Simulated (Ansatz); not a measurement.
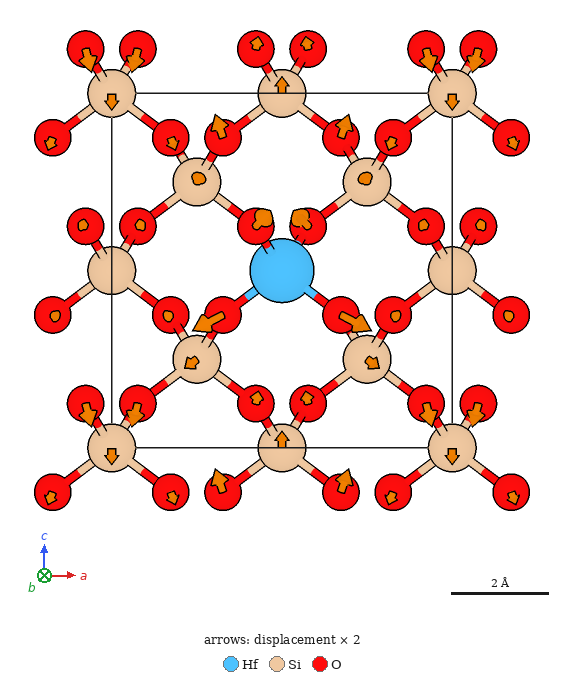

A relaxation of a defect cell of composition HfSi7O16. The starting structure is drawn; orange arrows show the displacements, magnified 2 times.

The picture is a ball-and-stick view of the cell of the calculation, seen along the b axis.

Method: DFT PBEsol, scalar-relativistic, plane waves, PAW in Ansatz.

Input file:
```yaml
crystal:
  lattice:
    - [4.981749744, 4.981749744, 0.0]
    - [4.981749744, -4.981749744, 0.0]
    - [0.0, 0.0, -7.3354252818]
  atoms:
    - { symbol: Hf, position: [0.5, 0.0, 0.5] }
    - { symbol: Si, position: [0.5, 0.5, 0.0] }
    - { symbol: Si, position: [0.0, 0.5, 0.5] }
    - { symbol: Si, position: [0.0, 0.0, 0.0] }
    - { symbol: Si, position: [0.25, 0.25, 0.25] }
    - { symbol: Si, position: [0.25, 0.75, 0.75] }
    - { symbol: Si, position: [0.75, 0.75, 0.25] }
    - { symbol: Si, position: [0.75, 0.25, 0.75] }
    - { symbol: O, position: [0.1732143199, 0.4232143199, 0.375] }
    - { symbol: O, position: [0.1732143199, 0.9232143199, 0.875] }
    - { symbol: O, position: [0.6732143199, 0.9232143199, 0.375] }
    - { symbol: O, position: [0.6732143199, 0.4232143199, 0.875] }
    - { symbol: O, position: [0.4232143199, 0.3267856801, 0.125] }
    - { symbol: O, position: [0.4232143199, 0.8267856801, 0.625] }
    - { symbol: O, position: [0.9232143199, 0.8267856801, 0.125] }
    - { symbol: O, position: [0.9232143199, 0.3267856801, 0.625] }
    - { symbol: O, position: [0.0767856801, 0.1732143199, 0.125] }
    - { symbol: O, position: [0.0767856801, 0.6732143199, 0.625] }
    - { symbol: O, position: [0.5767856801, 0.6732143199, 0.125] }
    - { symbol: O, position: [0.5767856801, 0.1732143199, 0.625] }
    - { symbol: O, position: [0.3267856801, 0.0767856801, 0.375] }
    - { symbol: O, position: [0.3267856801, 0.5767856801, 0.875] }
    - { symbol: O, position: [0.8267856801, 0.5767856801, 0.375] }
    - { symbol: O, position: [0.8267856801, 0.0767856801, 0.875] }
  host:
    lattice:
      - [-2.490874872, 2.490874872, 3.6677126409]
      - [2.490874872, -2.490874872, 3.6677126409]
      - [2.490874872, 2.490874872, -3.6677126409]
    atoms:
      - { symbol: Si, position: [0.0, 0.0, 0.0] }
      - { symbol: Si, position: [0.75, 0.25, 0.5] }
      - { symbol: O, position: [0.375, 0.2214286398, 0.3464286398] }
      - { symbol: O, position: [0.9714286398, 0.625, 0.8464286398] }
      - { symbol: O, position: [0.7785713602, 0.125, 0.1535713602] }
      - { symbol: O, position: [0.875, 0.0285713602, 0.6535713602] }
basis:
  ecutwfc: 420
  xc_grid: 2
kpoints:
  mp_grid: { grid: [2, 2, 2], shift: [0.5, 0.5, 0.5] }
hamiltonian:
  xc: pbesol
scf:
  occupations: { method: gaussian, width: 0.02 }
output:
  forces: true
  stress: false
  eigenvalues: true
  charged_corrections: { defect_position: [0.5, 0.0, 0.5] }
  write_density: true
  write_potential: true
  elf: true
  volumetric_format: npy
relax:
  adjacent_minimum: "off"
  f_tol: 0.03
  max_steps: 40
```

Command:
```bash
ansatz run input.yaml --threads 8 --pin off --max-ram 16384MiB --backend cpu --events-out ev --progress --plain --runs-dir out
```

Which element moves most?

Oxygen: up to 0.40 Å, against 0.18 Å for silicon.

What happened in the run?

Over 5 geometry steps the energy falls by 9.212 eV per cell of the calculation. Largest force component: 15 eV/Å at the start, 0.0057 eV/Å at the end. The largest moves, 0.40 Å, are those of O11, O14, O20 and O21. O21 goes along [−2 −1 −1]. By element the largest moves are O 0.40 Å, Si 0.18 Å. Hf stays in place. The lattice vectors keep their values. Near-neighbour distances that change, for instance: Hf1–O11 1.619 → 1.926 Å, Si3–O16 1.619 → 1.611 Å, Si2–O12 1.619 → 1.627 Å. Bond angles that change, for instance: Hf1–O21–Si5 145.5° → 129.3°, Si2–O13–Si5 145.5° → 138.5°, Si2–O12–Si8 145.5° → 138.8°.

Limits of the set-up: the periodic images lie only 7.0 Å apart, so the values are limited by the cell's size.
